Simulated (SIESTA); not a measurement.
System: Ti₂O (space group P-3m1).

Computed with SIESTA 5.4.2: DFT in numerical atomic orbitals with pseudopotentials, no spin polarisation; energies at scaled volumes of the given cell, shape and fractions fixed, counted from the fit's minimum, third-order Birch-Murnaghan fit. All runs: no spin polarisation.

- k mesh: 10×10×6
- occupations: Fermi–Dirac
- smearing width: 0.05 eV
- potentials: PseudoDojo 0.4 standard, converted to PSML, two zetas on semicore shells

What does the calculation give for the pressure against volume, with one curve for each functional? The cases: PBEsol; LDA.

The fitted equilibrium volumes, smallest first, are LDA 11.590, PBEsol 11.922 Å³/atom. The fitted bulk moduli, smallest first, are PBEsol 201.2, LDA 215.8 GPa. For PBEsol, the pressure falls from 21.71 GPa at volume 10.90 Å³/atom to −5.70 GPa at 12.29 Å³/atom, and changes sign near 11.92 Å³/atom. For LDA, the pressure falls from 15.02 GPa at volume 10.90 Å³/atom to −11.24 GPa at 12.29 Å³/atom, and changes sign near 11.59 Å³/atom.

PBEsol:
```tsv
volume (Å³/atom)	pressure (GPa)
10.90	21.71
11.13	15.88
11.36	10.63
11.60	5.97
11.83	1.63
12.06	-2.26
12.29	-5.70
```

LDA:
```tsv
volume (Å³/atom)	pressure (GPa)
10.90	15.02
11.13	9.48
11.36	4.44
11.60	-0.12
11.83	-4.18
12.06	-7.87
12.29	-11.24
```

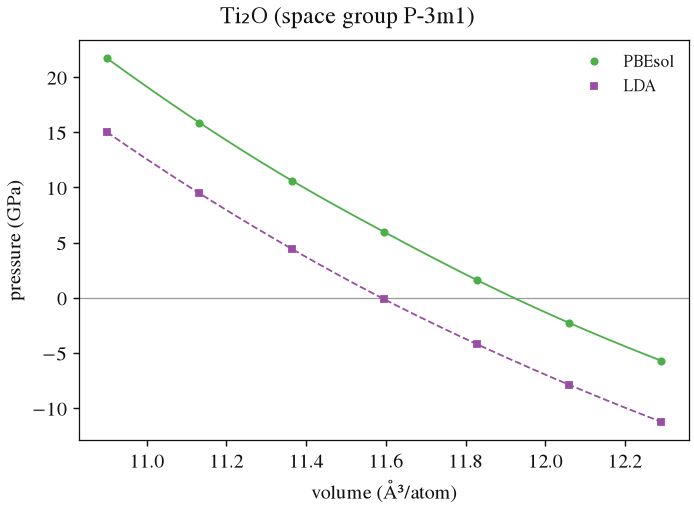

Limits of the calculation: mulliken charges of long orbitals; shape and atomic fractions are frozen while scaling, which makes layered, chain and framework solids too stiff.
